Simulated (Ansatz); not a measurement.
```yaml
crystal:
  lattice:
    - [5.05483, 0.00000, 0.00000]
    - [0.00000, 5.05483, 0.00000]
    - [0.00000, 0.00000, 5.05483]
  atoms:
    - { symbol: Si, position: [0.00000, 0.00000, 0.00000] }
    - { symbol: Si, position: [0.50000, 0.50000, 0.50000] }
    - { symbol: W, position: [0.00000, 0.00000, 0.50000] }
    - { symbol: W, position: [0.50000, 0.50000, 0.00000] }
    - { symbol: W, position: [0.00000, 0.50000, 0.00000] }
    - { symbol: W, position: [0.50000, 0.00000, 0.50000] }
    - { symbol: W, position: [0.50000, 0.00000, 0.00000] }
    - { symbol: W, position: [0.00000, 0.50000, 0.50000] }
```

Space group Im-3m; a structure from a database of computed crystals, not necessarily the ambient phase; changed on purpose from its base cell (strained and moved within the space group); computed pressure about 21 GPa in this cell.

Computed with DFT PBE, scalar-relativistic, plane waves, PAW (Ansatz 0.2.0).

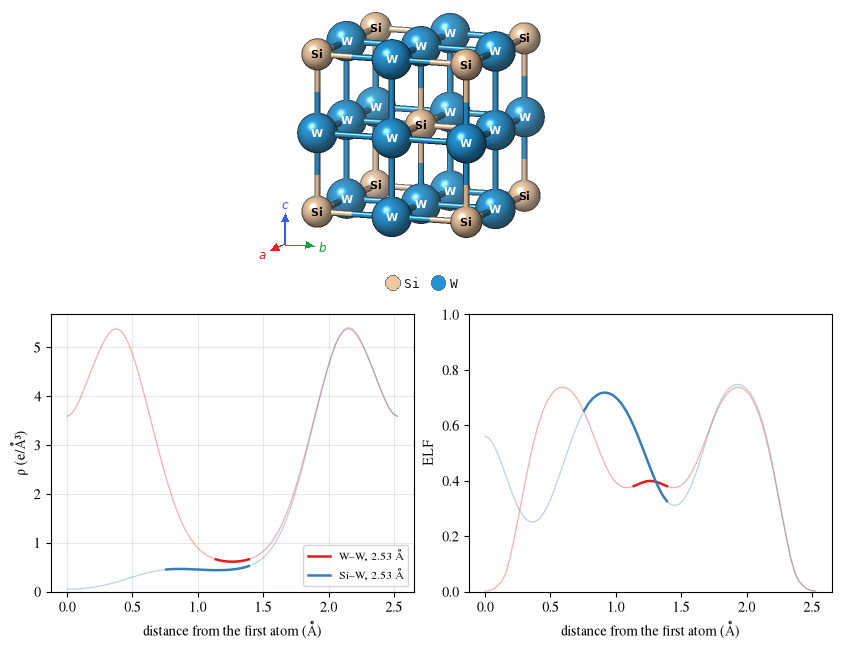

SiW₃. Valence charge density (pseudo) and ELF along straight lines between neighbouring atoms. Thin, pale parts lie inside the atomic spheres. The structure is drawn too.

The density is the valence pseudo-density of a PAW calculation; it isn't the true density close to the nuclei.

Question: Compare the contacts.

Answer: W–W (2.53 Å): ρ is about 0.61 e/Å³ halfway; the ELF is about 0.40 at the midpoint.
Si–W (2.53 Å): ρ is about 0.45 e/Å³ halfway; the ELF peaks at about 0.70 in the valence shell of Si, 0.9 Å from its nucleus, and is about 0.45 at the midpoint.
